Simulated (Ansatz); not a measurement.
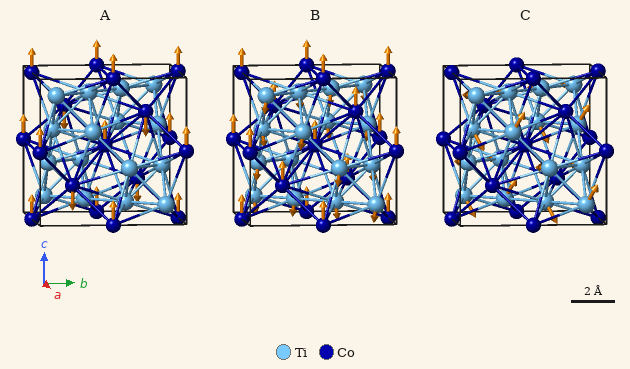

Modes of solid Ti$_{2}$Co, space group Fd-3m (No. 227), at the zone centre (one member of each degenerate set). Displacements are drawn as orange arrows; their common scale and sign are arbitrary. A ball-and-stick model of the conventional cell (4 times the calculation's cell), seen from a free direction. Lengths and directions refer to the drawn axes.

Computed with DFT PBEsol, scalar-relativistic, plane waves, PAW (Ansatz 0.2.0).

### Give the symmetry species and the selection rules of each.

A is T₂g, Raman-active by symmetry (119 cm⁻¹). B is T₁u, infrared-active by symmetry (139 cm⁻¹). C is T₂u, silent by symmetry (neither infrared- nor Raman-active) (142i cm⁻¹). The crystal has a centre of inversion, so no mode is both. In a metal the free carriers screen the infrared response.
